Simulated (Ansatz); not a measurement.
Geometry relaxation, with input and output: C (part 2 of 2)

Continued. System: C (P6₃/mmc, 8 atoms in the cell). Method: DFT PBE, scalar-relativistic, plane waves, PAW, no spin polarisation (Ansatz 0.2.0); cutoff 420 eV, 12×12×4 k-mesh, Gaussian smearing of 0.02 eV. The structure derives from an entry of the Crystallography Open Database.

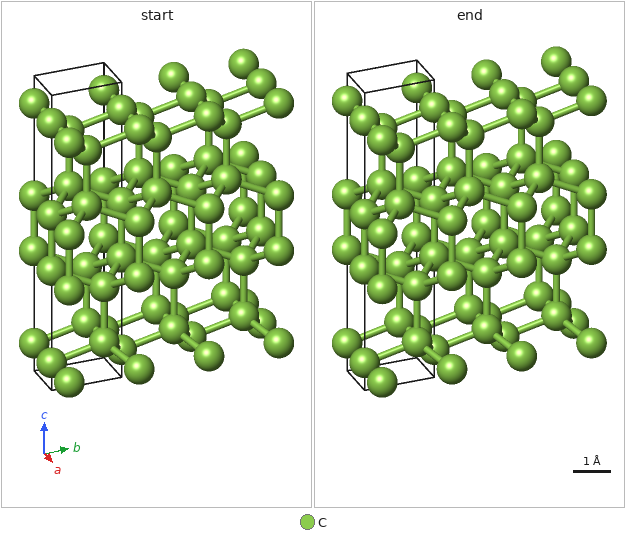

Fig. 1: Before (left) and after (right) the relaxation, at one scale (ball-and-stick view of the cell of the calculation, repeated 2 × 3 × 1, seen slightly off an axis). After 4 geometry steps the energy has fallen by 20.6 meV per cell of the calculation. Largest force component: 0.33 eV/Å at the start, 0.00031 eV/Å at the end. The pressure goes from 2.26 to 0.01 GPa. The basis was re-selected once at an unchanged geometry, which shifts the energy a little without any move. The largest moves relative to the cell, 0.006 Å, are those of C1, C2, C3 and C4. The drawn cell changes as follows: a = b 2.522 → 2.518 Å (−0.2 %), c 8.237 → 8.305 Å (+0.8 %); the volume changes by +0.5 %. Among the contacts that change: C5–C7 1.544 → 1.569 Å. The space group stays P6_3/mmc (No. 194). The energy change given includes the shifts at the re-selections in mid-walk, which come without any move. A last SCF at the same geometry on a re-selected plane-wave basis shifts the energy by next to nothing (0.0 meV per cell of the calculation). (Atoms are counted from 1 in the order of the input.)

```
basis re-selected at this cell: Δ(F+E_penalty+E_count) = -1.228e-5 eV, ΔP = +0.000 GPa vs the last step (what re-selecting the basis moved, of the pressure what is left beyond the Pulay correction that the steps carried, after the strain that the cell walked since its last selection, with what the two solves' SCF thresholds leave and, on support functions, any second-order correction that the steps lacked; it is no measure of the basis error at this ecutwfc). This SCF's stress stands 8.39e-3 GPa from its target on what of the cell is left free (relax.cell.stress_tol is 5.00e-2 GPa) and its largest allowed force component is 3.07e-4 eV/Å (relax.f_tol is 5.00e-3 eV/Å): within both
SCF converged after 6 iterations
Free energy (F): -2006.390095 eV
Harris-Foulkes:  -2006.390095 eV  (|F-HF|=6.82e-13)
Internal energy: -2006.390095 eV  (E = F + TS)
E sigma→0 (E₀):  -2006.390095 eV
Fermi energy:    15.625593 eV
--- Per-component energies (eV) ---
  E_band       = 136.856080
  E_kinetic    = 736.725272
  E_local      = -492.904948  (includes V_loc(G=0)·N_el)
  E_nonlocal   = 213.111201
  E_hartree    = 108.235720
  E_xc         = -389.416157
  E_vxc        = -483.425680  (∫ρ·V_xc dr)
  E_paw        = -793.628995  (= ΣΔE_a)
  E_vpaw       = -53.121277  (= ΣTr[D̂ρ^β])
  E_aug_tail   = 0.000070  (compensation charges beyond the density's cutoff)
  E_ewald      = -1388.512258
  E_smearing   = -0.000000  (= −TS)
  E_closure    = 0.000000  (closes the sum)
  Σ components = -2006.390095   (vs F -2006.390095, Δ=0.00e0)
--- Forces (eV/Å), atoms counted from 1 ---
  atom   1  C      0.00000000    -0.00000000     0.00030723
  atom   2  C      0.00000000     0.00000000     0.00030723
  atom   3  C      0.00000000    -0.00000000    -0.00030723
  atom   4  C      0.00000000     0.00000000    -0.00030723
  atom   5  C     -0.00000000     0.00000000    -0.00027619
  atom   6  C      0.00000000    -0.00000000    -0.00027619
  atom   7  C     -0.00000000     0.00000000     0.00027619
  atom   8  C      0.00000000    -0.00000000     0.00027619
  max |Σ_I F_I| component: 1.30e-16 eV/Å
--- Stress (GPa, compression-positive) ---
        0.008387      -0.000000       0.000000
       -0.000000       0.008387       0.000000
        0.000000       0.000000       0.006232
  P = ⅓ Tr σ = 0.0077 GPa (0.077 kbar)
--- Band table (eV; the first three rows and the last of 57) ---
  k-point 0: bands = ["-8.1994", "-6.5631", "-6.4596", "-2.5549", "-0.1084", "6.5308", "6.6249", "10.4292", "10.4292", "11.5240", "11.5240", "11.6311", "11.6311", "13.1355", "13.3546", "13.3546", "18.6552", "18.6552", "18.8225", "20.4667", "20.4667", "20.9362", "21.2587", "21.2587"]
  k-point 1: bands = ["-8.0930", "-7.2467", "-5.5807", "-3.2957", "0.8108", "4.4885", "8.7055", "10.5057", "10.5057", "11.0942", "11.0942", "12.1398", "12.1398", "12.4118", "13.1689", "13.1689", "18.8757", "18.8757", "19.2457", "20.0682", "20.0682", "20.6745", "21.5598", "21.5598"]
  k-point 2: bands = ["-7.7745", "-7.7745", "-4.4812", "-4.4812", "2.5259", "2.5259", "10.7313", "10.7313", "10.7313", "10.7313", "10.7401", "10.7401", "12.7082", "12.7082", "12.7082", "12.7082", "19.4209", "19.4209", "19.4209", "19.4209", "20.0353", "20.0353", "21.6944", "21.6944"]
  k-point 56: bands = ["-0.8368", "-0.8368", "-0.6189", "-0.6189", "1.6647", "1.6647", "2.3795", "2.3795", "4.0182", "4.0182", "4.8355", "4.8355", "7.9447", "7.9447", "8.2901", "8.2901", "18.4995", "18.4995", "23.0548", "23.0548", "24.0426", "24.0426", "25.0272", "25.0272"]
--- Relaxed structure (5 steps of the walk, 5 accepted, 2 SCFs on fresh bases) ---
  F+E_penalty+E_count = -2006.39009522 eV   max|allowed force component| = 3.072e-4 eV/Å   (the final SCF, on the basis selected at the relaxed cell)
  cell:  # Å, volume = 45.6002 Å³
    - [2.5180184914255643, -2.882080183311811e-11, 0.0]
    - [-1.2590092456878226, 2.180667980787918, 0.0]
    - [0.0, 0.0, 8.30458818241293]
  atoms:
    - { symbol: C, position: [-4.321046138812374e-34, -1.564195981649516e-33, 0.09296816410809723] }
    - { symbol: C, position: [1.8628730570113637e-34, 1.4925534176015126e-33, 0.5929681641080972] }
    - { symbol: C, position: [-3.765380693421062e-34, -1.5421521157888572e-33, 0.4070318358919026] }
    - { symbol: C, position: [4.8097791781848805e-34, 1.5219452387519735e-33, 0.9070318358919026] }
    - { symbol: C, position: [0.33333333333333326, 0.6666666666666666, 0.15552856257666675] }
    - { symbol: C, position: [0.6666666666666666, 0.33333333333333326, 0.6555285625766666] }
    - { symbol: C, position: [0.33333333333333326, 0.6666666666666666, 0.3444714374233331] }
    - { symbol: C, position: [0.6666666666666666, 0.33333333333333326, 0.8444714374233332] }
```

### Trajectory as extended XYZ (Å, eV, eV/Å), 7 frames, from step=1 to step=7
```
8
Lattice="2.5221 0.0000 0.0000 -1.2610 2.1842 0.0000 0.0000 0.0000 8.2371" Properties=species:S:1:pos:R:3:forces:R:3 step=1 energy=-2006.36950 pressure_GPa=2.26
C     0.0000    0.0000    0.7722    0.0000   0.0000  -0.3294
C     0.0000    0.0000    4.8908    0.0000   0.0000  -0.3294
C     0.0000    0.0000    3.3463    0.0000   0.0000   0.3294
C     0.0000    0.0000    7.4649    0.0000   0.0000   0.3294
C     0.0000    1.4561    1.2870    0.0000   0.0000  -0.3181
C     1.2610    0.7281    5.4056    0.0000   0.0000  -0.3181
C     0.0000    1.4561    2.8315    0.0000   0.0000   0.3181
C     1.2610    0.7281    6.9501    0.0000   0.0000   0.3181
8
Lattice="2.5142 0.0000 0.0000 -1.2571 2.1773 0.0000 0.0000 0.0000 8.3137" Properties=species:S:1:pos:R:3:forces:R:3 step=2 energy=-2006.38343 pressure_GPa=0.76
C     0.0000    0.0000    0.7720    0.0000   0.0000   0.1278
C     0.0000    0.0000    4.9289    0.0000   0.0000   0.1278
C     0.0000    0.0000    3.3849    0.0000   0.0000  -0.1278
C     0.0000    0.0000    7.5417    0.0000   0.0000  -0.1278
C     0.0000    1.4515    1.2992    0.0000   0.0000  -0.3603
C     1.2571    0.7258    5.4561    0.0000   0.0000  -0.3603
C     0.0000    1.4515    2.8577    0.0000   0.0000   0.3603
C     1.2571    0.7258    7.0145    0.0000   0.0000   0.3603
8
Lattice="2.5175 0.0000 0.0000 -1.2587 2.1802 0.0000 0.0000 0.0000 8.2995" Properties=species:S:1:pos:R:3:forces:R:3 step=3 energy=-2006.38751 pressure_GPa=0.39
C     0.0000    0.0000    0.7715    0.0000   0.0000   0.0441
C     0.0000    0.0000    4.9212    0.0000   0.0000   0.0441
C     0.0000    0.0000    3.3782    0.0000   0.0000  -0.0441
C     0.0000    0.0000    7.5280    0.0000   0.0000  -0.0441
C     0.0000    1.4535    1.2941    0.0000   0.0000  -0.1892
C     1.2587    0.7267    5.4438    0.0000   0.0000  -0.1892
C     0.0000    1.4535    2.8557    0.0000   0.0000   0.1892
C     1.2587    0.7267    7.0054    0.0000   0.0000   0.1892
8
Lattice="2.5180 0.0000 0.0000 -1.2590 2.1807 0.0000 0.0000 0.0000 8.3034" Properties=species:S:1:pos:R:3:forces:R:3 step=4 energy=-2006.38854 pressure_GPa=0.01
C     0.0000    0.0000    0.7720    0.0000   0.0000  -0.0008
C     0.0000    0.0000    4.9237    0.0000   0.0000  -0.0008
C     0.0000    0.0000    3.3798    0.0000   0.0000   0.0008
C     0.0000    0.0000    7.5315    0.0000   0.0000   0.0008
C     0.0000    1.4538    1.2914    0.0000   0.0000  -0.0003
C     1.2590    0.7269    5.4432    0.0000   0.0000  -0.0003
C     0.0000    1.4538    2.8603    0.0000   0.0000   0.0003
C     1.2590    0.7269    7.0120    0.0000   0.0000   0.0003
8
Lattice="2.5180 0.0000 0.0000 -1.2590 2.1807 0.0000 0.0000 0.0000 8.3034" Properties=species:S:1:pos:R:3:forces:R:3 step=5 energy=-2006.39012 pressure_GPa=0.07
C     0.0000    0.0000    0.7720    0.0000   0.0000   0.0007
C     0.0000    0.0000    4.9237    0.0000   0.0000   0.0007
C     0.0000    0.0000    3.3798    0.0000   0.0000  -0.0007
C     0.0000    0.0000    7.5315    0.0000   0.0000  -0.0007
C     0.0000    1.4538    1.2914    0.0000   0.0000  -0.0013
C     1.2590    0.7269    5.4432    0.0000   0.0000  -0.0013
C     0.0000    1.4538    2.8603    0.0000   0.0000   0.0013
C     1.2590    0.7269    7.0120    0.0000   0.0000   0.0013
8
Lattice="2.5180 0.0000 0.0000 -1.2590 2.1807 0.0000 0.0000 0.0000 8.3046" Properties=species:S:1:pos:R:3:forces:R:3 step=6 energy=-2006.39008 pressure_GPa=0.01
C     0.0000    0.0000    0.7721    0.0000   0.0000   0.0003
C     0.0000    0.0000    4.9244    0.0000   0.0000   0.0003
C     0.0000    0.0000    3.3802    0.0000   0.0000  -0.0003
C     0.0000    0.0000    7.5325    0.0000   0.0000  -0.0003
C     0.0000    1.4538    1.2916    0.0000   0.0000  -0.0003
C     1.2590    0.7269    5.4439    0.0000   0.0000  -0.0003
C     0.0000    1.4538    2.8607    0.0000   0.0000   0.0003
C     1.2590    0.7269    7.0130    0.0000   0.0000   0.0003
8
Lattice="2.5180 0.0000 0.0000 -1.2590 2.1807 0.0000 0.0000 0.0000 8.3046" Properties=species:S:1:pos:R:3:forces:R:3 step=7 energy=-2006.39009 pressure_GPa=0.01
C     0.0000    0.0000    0.7721    0.0000   0.0000   0.0003
C     0.0000    0.0000    4.9244    0.0000   0.0000   0.0003
C     0.0000    0.0000    3.3802    0.0000   0.0000  -0.0003
C     0.0000    0.0000    7.5325    0.0000   0.0000  -0.0003
C     0.0000    1.4538    1.2916    0.0000   0.0000  -0.0003
C     1.2590    0.7269    5.4439    0.0000   0.0000  -0.0003
C     0.0000    1.4538    2.8607    0.0000   0.0000   0.0003
C     1.2590    0.7269    7.0130    0.0000   0.0000   0.0003
```

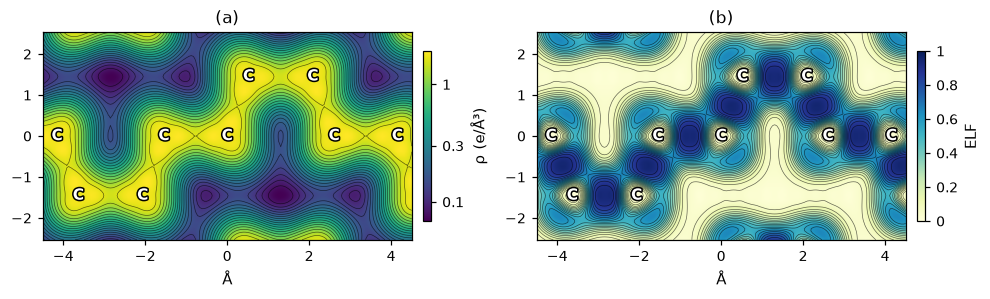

Fig. 2: (a) valence charge density (pseudo); (b) electron localisation function on the (110) plane of the conventional cell. Atoms in the plane: C. C–C (1.54 Å): ρ is about 1.6 e/Å³ halfway; the ELF peaks at about 0.95 between the atoms, which marks a covalent bond. Away from the nuclei the density in this plane falls to 0.07 e/Å³ at its lowest. The fields are those of the smooth PAW valence density.

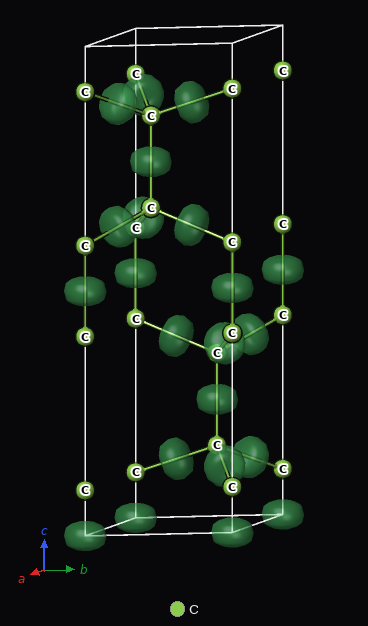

Fig. 3: Isosurface of the electron localisation function at 0.85 (green), seen slightly off an axis. Only the valence region is drawn (cores and ρ < 0.01 e/Å³ removed). Sticks mark near contacts. The outline is the cell set on symmetry axes. The ELF exceeds this value in 16 regions between bonded C–C atoms (shared pairs), counted in one cell of 8 atoms. Profiles from the grid: C–C (1.54 Å): the ELF peaks at about 0.95 between the atoms, which marks localised, shared-pair bonding.

The run was set up as follows.

### Input
```yaml
crystal:
  lattice:
    - [2.5220988435, 0.0, 0.0]
    - [-1.2610494217, 2.1842016693, 0.0]
    - [0.0, 0.0, 8.2371]
  atoms:
    - { symbol: C, position: [0.0, 0.0, 0.09375] }
    - { symbol: C, position: [0.0, 0.0, 0.59375] }
    - { symbol: C, position: [0.0, 0.0, 0.40625] }
    - { symbol: C, position: [0.0, 0.0, 0.90625] }
    - { symbol: C, position: [0.3333333333, 0.6666666667, 0.15625] }
    - { symbol: C, position: [0.6666666667, 0.3333333333, 0.65625] }
    - { symbol: C, position: [0.3333333333, 0.6666666667, 0.34375] }
    - { symbol: C, position: [0.6666666667, 0.3333333333, 0.84375] }
basis:
  ecutwfc: 420
kpoints:
  mp_grid: { grid: [12, 12, 4] }
hamiltonian:
  xc: pbe
scf:
  occupations: { method: gaussian, width: 0.02 }
output:
  forces: true
  stress: true
  eigenvalues: true
  write_density: true
  write_potential: true
  elf: true
  volumetric_format: npy
relax:
  adjacent_minimum: "off"
  f_tol: 0.005
  max_steps: 80
  cell: { stress_tol: 0.05 }
```

Command:
```bash
ansatz run input.yaml --threads 2 --pin off --max-ram 5120MiB --backend cpu --events-out ev --progress --plain --runs-dir out
```

### Summary

```tsv
quantity	value
outcome	converged
space group (tolerance 0.01 Å)	P6₃/mmc (194)
electrons treated	32
free energy	−2006.3901 eV
Fermi energy	15.626 eV
gap on the k-point mesh	4.54 eV
pressure	0.01 GPa
final volume	45.60 Å³
largest force (length of the vector) at the end	under 0.001 eV/Å
final cell	a = 2.518 Å, b = 2.518 Å, c = 8.305 Å, α = 90.00°, β = 90.00°, γ = 120.00°
hardware	2 threads of Intel Xeon (Sapphire Rapids), 32 GiB of memory available, shared host
wall time	10 s (CPU time 20 s)
peak memory	0.42 GiB
```
